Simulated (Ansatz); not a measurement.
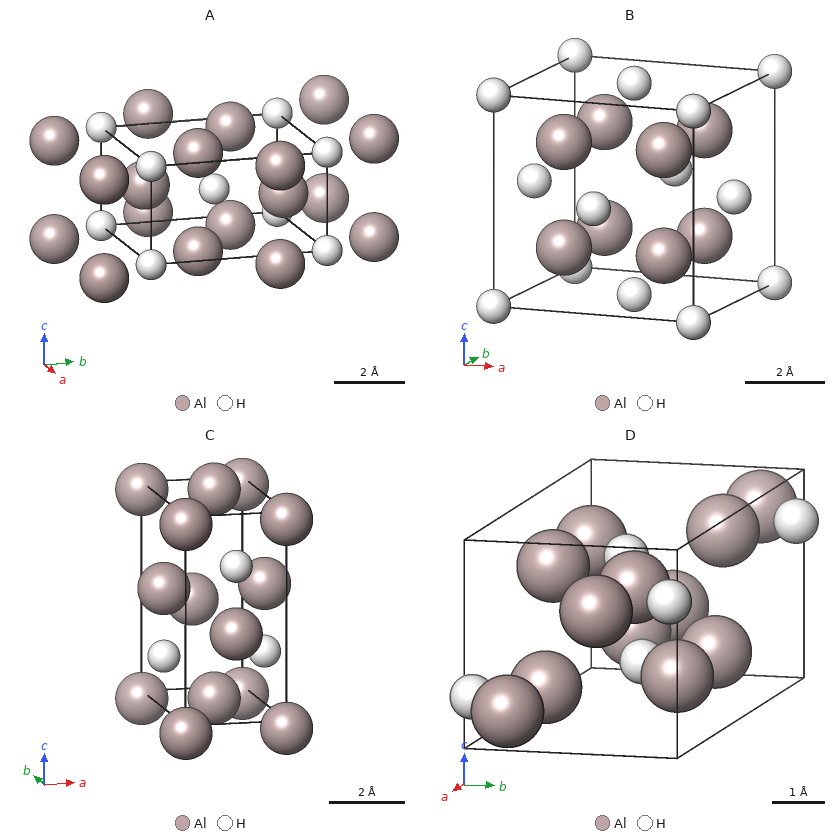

Four structures of Al₂H, each relaxed to rest (conventional cells in solid outline, small ones repeated, each panel with its own scale). Method: DFT PBE, scalar-relativistic, plane waves, PAW in Ansatz, without spin polarisation.

Name the structure in each panel.

A: 6 atoms a cell on a primitive orthorhombic lattice, Pnnm; B: antifluorite, Fm-3m; C: 6 atoms a cell on a primitive orthorhombic lattice, Pmmn; D: 12 atoms a cell on a base-centred orthorhombic lattice, Cmcm.

Rank them by energy, lowest first.

C, then D (+53 meV/atom), A (+62 meV/atom) and B (+348 meV/atom), energies at zero smearing.

Collect the results in a table.

| panel | structure | E − E(lowest) (meV/atom) | volume (Å³/atom) | gap (eV) |
| --- | --- | --- | --- | --- |
| C | Pmmn | 0 | 12.8 | metal |
| D | Cmcm | 53 | 13.6 | metal |
| A | Pnnm | 62 | 12.0 | metal |
| B | Fm-3m | 348 | 13.6 | metal |

Some of these may be structure types tried for this composition rather than known phases, and the most stable form need not be among them. Gaps are taken on the k-mesh or band path of each run.
